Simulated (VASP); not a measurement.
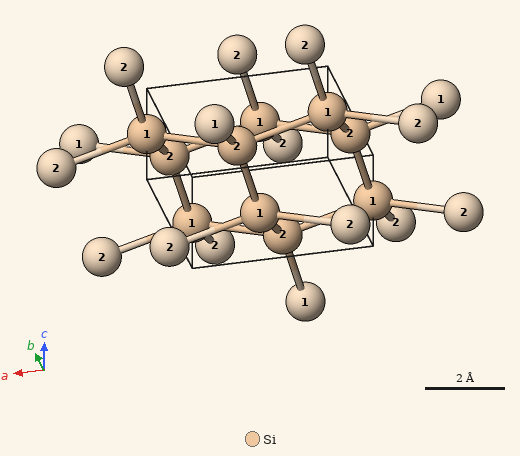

Fig. 1: The structure as given in the input (ball-and-stick view of the cell 2 times as large as that of the calculation, set on its symmetry axes, seen at an oblique angle; neighbours outside the cell are drawn fainter; atoms are numbered from 1 in the order of the input).

# Efg calculation of Si

System: Si (I4₁/amd, 2 atoms in the cell).
Method: Kohn-Sham DFT of a periodic cell, LDA, VASP PAW LDA potentials, recommended, no spin polarisation (VASP 6.6.1).

The structure derives from a Materials Project entry.

**INCAR**
```
PREC     = Accurate       # precision mode
ENCUT    = 520            # plane-wave cutoff, eV
EDIFF    = 1E-8           # SCF threshold, eV
ISMEAR   = 0              # smearing method
SIGMA    = 0.02           # smearing width, eV
LREAL    = False          # projectors in reciprocal space
LASPH    = True           # aspherical terms in the spheres
NELM     = 100            # most SCF steps
ALGO     = Normal         # electronic algorithm
ISIF     = 2              # what is computed and relaxed
LWAVE    = False          # write WAVECAR
LCHARG   = False          # write CHGCAR
LEFG     = True
```

**KPOINTS**
```
regular mesh
0
Gamma
  11 11 11
```

**POSCAR**
```
Si
1.0
   -2.3713723045      2.3713723045      1.3292653899
    2.3713723045     -2.3713723045      1.3292653899
    2.3713723045      2.3713723045     -1.3292653899
Si
2
Direct
    0.5000000000      0.5000000000      0.0000000000
    0.2500000000      0.7500000000      0.5000000000
```

Run on 1 thread of Intel Xeon @ 2.90GHz (Ice Lake), 64 GiB of memory available, shared host.

Launch command:
```bash
cat potpaw_LDA.64/Si/POTCAR > POTCAR
mpirun -np 1 vasp_std > vasp.out
```

**OSZICAR**
```
N       E                     dE             d eps       ncg     rms          rms(c)
DAV:   1     0.411296600731E+01    0.41130E+01   -0.34774E+03  2024   0.830E+02
DAV:   2    -0.112892261436E+02   -0.15402E+02   -0.14773E+02  2912   0.773E+01
DAV:   3    -0.115242431648E+02   -0.23502E+00   -0.22418E+00  2856   0.113E+01
DAV:   4    -0.115257153796E+02   -0.14722E-02   -0.10833E-02  3048   0.661E-01
DAV:   5    -0.115257183511E+02   -0.29715E-05   -0.29730E-05  2832   0.197E-02    0.438E+00
DAV:   6    -0.115024105326E+02    0.23308E-01   -0.57039E-03  2696   0.450E-01    0.252E+00
DAV:   7    -0.114886780495E+02    0.13732E-01   -0.11704E-02  2768   0.669E-01    0.184E-01
DAV:   8    -0.114885958156E+02    0.82234E-04   -0.64702E-04  2520   0.184E-01    0.321E-02
DAV:   9    -0.114885878722E+02    0.79433E-05   -0.15096E-05  3224   0.301E-02    0.165E-02
DAV:  10    -0.114885874483E+02    0.42396E-06   -0.17633E-06  2720   0.880E-03    0.242E-03
DAV:  11    -0.114885874537E+02   -0.53687E-08   -0.77484E-08  2888   0.231E-03
   1 F= -.11488587E+02 E0= -.11488474E+02  d E =-.226530E-03
```

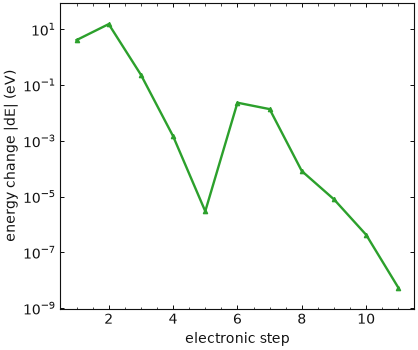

Fig. 2: Convergence of the self-consistent field: energy change |dE| against the electronic step. It takes 11 electronic steps. The density is held fixed in the first few steps, and dE rises again when its update begins.

**Parts of OUTCAR**
```
PREC = Accurate
   ENCUT = 520
   EDIFF = 1E-8
   ISMEAR = 0
   LREAL = False
   LASPH = True
   NELM = 100
   ISIF = 2

 ion  position               nearest neighbor table
   1  0.500  0.500  0.000-   2 2.46   2 2.46   2 2.46   2 2.46   2 3.10   2 3.10   2 3.10   2 3.10

   2  0.250  0.750  0.500-   1 2.46   1 2.46   1 2.46   1 2.46   1 3.10   1 3.10   1 3.10   1 3.10

  LATTYP: Found a body centered tetragonal cell.
 ALAT       =     4.7427446090
 C/A-ratio  =     0.5605468983

  Lattice vectors:

 A1 = (  -2.3713723045,   2.3713723045,   1.3292653899)
 A2 = (   2.3713723045,  -2.3713723045,   1.3292653899)
 A3 = (   2.3713723045,   2.3713723045,  -1.3292653899)

Analysis of symmetry for initial positions (statically):
=====================================================================
 Subroutine PRICEL returns:
 Original cell was already a primitive cell.

 Routine SETGRP: Setting up the symmetry group for a
 body centered tetragonal supercell.

 Subroutine GETGRP returns: Found 16 space group operations
 (whereof  8 operations were pure point group operations)
 out of a pool of 16 trial point group operations.

The static configuration has the point symmetry D_2d.
 The point group associated with its full space group is D_4h.

Analysis of symmetry for dynamics (positions and initial velocities):
=====================================================================
 Subroutine PRICEL returns:
 Original cell was already a primitive cell.

 Routine SETGRP: Setting up the symmetry group for a
 body centered tetragonal supercell.

 Subroutine GETGRP returns: Found 16 space group operations
 (whereof  8 operations were pure point group operations)
 out of a pool of 16 trial point group operations.

The dynamic configuration has the point symmetry D_2d.
 The point group associated with its full space group is D_4h.

 Subroutine INISYM returns: Found 16 space group operations
 (whereof  8 operations are pure point group operations),
 and found     1 'primitive' translations

----------------------------------------------------------------------------------------

                                     Primitive cell

  volume of cell :      29.9000

  direct lattice vectors                    reciprocal lattice vectors
    -2.371372304  2.371372304  1.329265390     0.000000000  0.210848376  0.376147610
     2.371372304 -2.371372304  1.329265390     0.210848376  0.000000000  0.376147610
     2.371372304  2.371372304 -1.329265390     0.210848376  0.210848376  0.000000000

  length of vectors
     3.607458896  3.607458896  3.607458896     0.431212317  0.431212317  0.298184633

  position of ions in fractional coordinates (direct lattice)
     0.500000000  0.500000000  0.000000000
     0.250000000  0.750000000  0.500000000

  ion indices of the primitive-cell ions
   primitive index   ion index
                 1           1
                 2           2

----------------------------------------------------------------------------------------

 KPOINTS: regular mesh

Automatic generation of k-mesh.
 Grid dimensions read from file:
 generate k-points for:   11   11   11

 Generating k-lattice:

  Cartesian coordinates                     Fractional coordinates (reciprocal lattice)
     0.000000000  0.019168034  0.034195237     0.090909091 -0.000000000  0.000000000
     0.019168034  0.000000000  0.034195237    -0.000000000  0.090909091  0.000000000
     0.019168034  0.019168034  0.000000000     0.000000000  0.000000000  0.090909091

  Length of vectors
     0.039201120  0.039201120  0.027107694

  Shift w.r.t. Gamma in fractional coordinates (k-lattice)
     0.000000000  0.000000000  0.000000000

 Subroutine IBZKPT returns following result:
 ===========================================

 Found    126 irreducible k-points:

 Following reciprocal coordinates:
            Coordinates               Weight
  0.000000  0.000000  0.000000      1.000000
  0.090909 -0.000000  0.000000      8.000000
  0.181818 -0.000000  0.000000      8.000000
  0.272727  0.000000 -0.000000      8.000000
  0.363636 -0.000000  0.000000      8.000000
  0.454545 -0.000000  0.000000      8.000000
  0.090909  0.090909  0.000000      8.000000
  0.181818  0.090909  0.000000     16.000000
  0.272727  0.090909  0.000000     16.000000
  0.363636  0.090909  0.000000     16.000000
  0.454545  0.090909  0.000000     16.000000
 -0.454545  0.090909 -0.000000     16.000000
 -0.363636  0.090909  0.000000     16.000000
 -0.272727  0.090909  0.000000     16.000000
 -0.181818  0.090909 -0.000000     16.000000
 -0.090909  0.090909  0.000000      4.000000
  0.181818  0.181818  0.000000      8.000000
  0.272727  0.181818  0.000000     16.000000
  0.363636  0.181818  0.000000     16.000000
  0.454545  0.181818  0.000000     16.000000
 -0.454545  0.181818  0.000000     16.000000
 -0.363636  0.181818  0.000000     16.000000
 -0.272727  0.181818  0.000000     16.000000
 -0.181818  0.181818  0.000000      4.000000
 [... further k-points ...]
   k-points           NKPTS =    126   k-points in BZ     NKDIM =    126   number of bands    NBANDS=      8
   number of dos      NEDOS =    301   number of ions     NIONS =      2
   total plane-waves  NPLWV =  21952
   dimension x,y,z NGX =    28 NGY =   28 NGZ =   28
   dimension x,y,z NGXF=    56 NGYF=   56 NGZF=   56
   ions per type =               2
   NGX,Y,Z   is equivalent  to a cutoff of  12.90, 12.90, 12.90 a.u.
   NGXF,Y,Z  is equivalent  to a cutoff of  25.81, 25.81, 25.81 a.u.
 SYSTEM =  unknown system
   PREC   = accura    normal or accurate (medium, high low for compatibility)
   ISTART =      0    job   : 0-new  1-cont  2-samecut
   ICHARG =      2    charge: 1-file 2-atom 10-const
   ISPIN  =      1    spin polarized calculation?
   LNONCOLLINEAR =      F non collinear calculations
   LSORBIT =      F    spin-orbit coupling
   LASPH  =      T    aspherical Exc in radial PAW
   ENCUT  =  520.0 eV  38.22 Ry    6.18 a.u.   6.71  6.71  6.71*2*pi/ulx,y,z
   NELM   =    100;   NELMIN=  2; NELMDL= -5     # of ELM steps
   EDIFF  = 0.1E-07   stopping-criterion for ELM
   LREAL  =      F    real-space projection
   EDIFFG = 0.1E-06   stopping-criterion for IOM
   NSW    =      0    number of steps for IOM
   IBRION =     -1    ionic relax: 0-MD 1-quasi-New 2-CG
   NFREE  =      0    steps in history (QN), initial steepest desc. (CG)
   ISIF   =      2    stress and relaxation
   ISYM   =      2    0-nonsym 1-usesym 2-fastsym
   POTIM  = 0.5000    time-step for ionic-motion
   TEBEG  =    0.0;   TEEND  =   0.0 temperature during run
   PSTRESS=    0.0 pullay stress
   NELECT =       8.0000    total number of electrons
   NUPDOWN=      -1.0000    fix difference up-down
   EMIN   =  10.00;   EMAX   =-10.00  energy-range for DOS
   EFERMI =   0.00;   METHOD = LEGACY
   ISMEAR =     0;   SIGMA  =   0.02  broadening in eV -4-tet -1-fermi 0-gaus
   EFERMI_NEDOS =   21; number of points for ismear=-14 and -15
   IALGO  =     38    algorithm
   IMIX   =      4    mixing-type and parameters
     AMIX     =   0.40;   BMIX     =  1.00
     AMIX_MAG =   1.60;   BMIX_MAG =  1.00
  volume/ion in A,a.u.               =      14.95       100.89
  Fermi-wavevector in a.u.,A,eV,Ry     =   1.054908  1.993486 15.140973  1.112830
  Thomas-Fermi vector in A             =   2.190086
   LORBIT       =      0    0 simple, 1 ext, 2 COOP (PROOUT), +10 PAW based schemes
   GGA     = CA    functional components
   LHFCALC =     F    Hartree Fock is set to
   AEXX    =    0.0000 exact exchange contribution
   IVDW    =     0    specifies the selected vdW correction
   LEPSILON=     F    determine dielectric tensor
   LRPA    =     F    only Hartree local field effects (RPA)
 non-spin polarized calculation
 Gauss-broadening in eV      SIGMA  =   0.02
  energy-cutoff  :      520.00
  volume of cell :       29.90
 maximum number of plane-waves:       815
   NGX = 13   NGY = 13   NGZ = 13

 number of electron       8.0000000 magnetization

 Free energy of the ion-electron system (eV)
  ---------------------------------------------------
  ext. energy  EPLUGINS =         0.00000000
  ---------------------------------------------------
  free energy    TOTEN  =       -11.48858745 eV

  energy without entropy =      -11.48836092  energy(sigma->0) =      -11.48847419

 E-fermi :   9.3690     XC(G=0): -11.0654     alpha+bet :-16.1876

 val. band max:        9.3611755952   @ k =   0.2727   0.0909   0.0000
 cond. band min:       9.3821765553   @ k =   0.3636   0.3636   0.0000
 fundamental gap:      0.0210009601
 Fermi energy:         9.3690467047

 k-point     1 :       0.0000    0.0000    0.0000
  band No.  band energies     occupation
      1      -4.5011      2.00000
      2       6.9322      2.00000
      3       6.9322      2.00000
      4       7.5732      2.00000
      5      10.9459      0.00000
      6      16.8588      0.00000
      7      18.3541      0.00000
      8      18.3919      0.00000

 k-point     2 :       0.0909   -0.0000    0.0000
  band No.  band energies     occupation
      1      -4.2806      2.00000
      2       6.3204      2.00000
      3       6.8289      2.00000
      4       8.5550      2.00000
      5      11.4493      0.00000
      6      15.5663      0.00000
      7      16.1724      0.00000
      8      17.7877      0.00000

 k-point     3 :       0.1818   -0.0000    0.0000
  band No.  band energies     occupation
      1      -3.6209      2.00000
      2       5.8532      2.00000
      3       6.6960      2.00000
      4       9.9821      0.00000
      5      12.7199      0.00000
      6      12.8768      0.00000
      7      13.7057      0.00000
      8      16.1583      0.00000

 k-point     4 :       0.2727    0.0000   -0.0000
  band No.  band energies     occupation
      1      -2.5285      2.00000
      2       5.7546      2.00000
      3       6.7533      2.00000
      4       9.0343      2.00000
      5      11.5064      0.00000
      6      12.6302      0.00000
      7      13.2993      0.00000
      8      15.1751      0.00000

 k-point     5 :       0.3636   -0.0000    0.0000
  band No.  band energies     occupation
      1      -1.0167      2.00000
      2       5.5882      2.00000
      3       6.6462      2.00000
      4       7.0579      2.00000
      5       9.6982      0.00000
      6      11.7551      0.00000
      7      14.1818      0.00000
      8      14.5817      0.00000

 [... the levels of 18 k-points are left out ...]

 k-point    24 :      -0.1818    0.1818    0.0000
  band No.  band energies     occupation
      1      -4.0802      2.00000
      2       3.7366      2.00000
      3       7.3108      2.00000
      4       9.2928      2.00000
      5      13.4612      0.00000
      6      14.3284      0.00000
      7      16.5365      0.00000
      8      17.9595      0.00000

 [... further k-points ...]

------------------------ aborting loop because EDIFF is reached ----------------------------------------

  FORCE on cell =-STRESS in cart. coord.  units (eV):
  Direction    XX          YY          ZZ          XY          YZ          ZX
  --------------------------------------------------------------------------------------
  -------------------------------------------------------------------------------------
  Total       -0.0933228     -0.0933228     -0.2256038      0.0000000      0.0000000      0.0000000
  in kB       -5.0006572     -5.0006572    -12.0888754      0.0000000      0.0000000      0.0000000
  external PRESSURE =      -7.3633966 kB  Pullay stress =       0.0000000 kB

 VOLUME and BASIS-vectors are now :
 -----------------------------------------------------------------------------
  energy-cutoff  :      520.00
  volume of cell :       29.90
      direct lattice vectors                 reciprocal lattice vectors
    -2.371372304  2.371372304  1.329265390     0.000000000  0.210848376  0.376147610
     2.371372304 -2.371372304  1.329265390     0.210848376  0.000000000  0.376147610
     2.371372304  2.371372304 -1.329265390     0.210848376  0.210848376  0.000000000

 POSITION                                       TOTAL-FORCE (eV/Angst)
 -----------------------------------------------------------------------------------
      0.00000      0.00000      1.32927         0.000000     -0.000000     -0.000000
      2.37137     -0.00000      0.66463        -0.000000      0.000000      0.000000
 -----------------------------------------------------------------------------------
    total drift:                                0.000000      0.000000      0.000000

  FREE ENERGIE OF THE ION-ELECTRON SYSTEM (eV)
  ---------------------------------------------------
  free  energy   TOTEN  =       -11.4885874537 eV

  energy  without entropy=      -11.4883609238  energy(sigma->0) =      -11.48847419

 Electric field gradients (V/A^2)
---------------------------------------------------------------------
 ion       V_xx      V_yy      V_zz      V_xy      V_xz      V_yz
---------------------------------------------------------------------
   1      -9.423    -9.423    18.845    -0.000    -0.000    -0.000
   2      -9.423    -9.423    18.845    -0.000    -0.000    -0.000
---------------------------------------------------------------------

 Electric field gradients after diagonalization (V/A^2)
 (convention: |V_zz| > |V_xx| > |V_yy|)
----------------------------------------------------------------------
 ion       V_xx      V_yy      V_zz     asymmetry (V_yy - V_xx)/ V_zz
----------------------------------------------------------------------
   1      -9.423    -9.422    18.845       0.000
   2      -9.423    -9.422    18.845       0.000
----------------------------------------------------------------------

           NMR quadrupolar parameters

 Cq : quadrupolar parameter    Cq=e*Q*V_zz/h
 eta: asymmetry parameters     (V_yy - V_xx)/ V_zz
 Q  : nuclear electric quadrupole moment in mb (millibarn)
----------------------------------------------------------------------
 ion       Cq(MHz)       eta       Q (mb)
----------------------------------------------------------------------
   1       0.046       0.000       1.000
   2       0.046       0.000       1.000
----------------------------------------------------------------------
```

**CONTCAR**
```
Si
   1.00000000000000
    -2.3713723044999999    2.3713723044999999    1.3292653899000000
     2.3713723044999999   -2.3713723044999999    1.3292653899000000
     2.3713723044999999    2.3713723044999999   -1.3292653899000000
  Si
     2
Direct
     0.5000000000000000    0.5000000000000000    0.0000000000000000
     0.2500000000000000    0.7500000000000000    0.5000000000000000

  0.00000000E+00  0.00000000E+00  0.00000000E+00
  0.00000000E+00  0.00000000E+00  0.00000000E+00
```

**Summary**

```csv
quantity,value
outcome,converged
space group (tolerance 0.01 Å),I4₁/amd (141)
electrons treated,8
free energy,−11.4886 eV
Fermi energy of the self-consistent step,9.369 eV
gap on the k-point mesh,none (metallic)
pressure,−0.74 GPa
largest force (length of the vector),under 0.001 eV/Å
wall time,22 s
peak memory,0.14 GiB
```
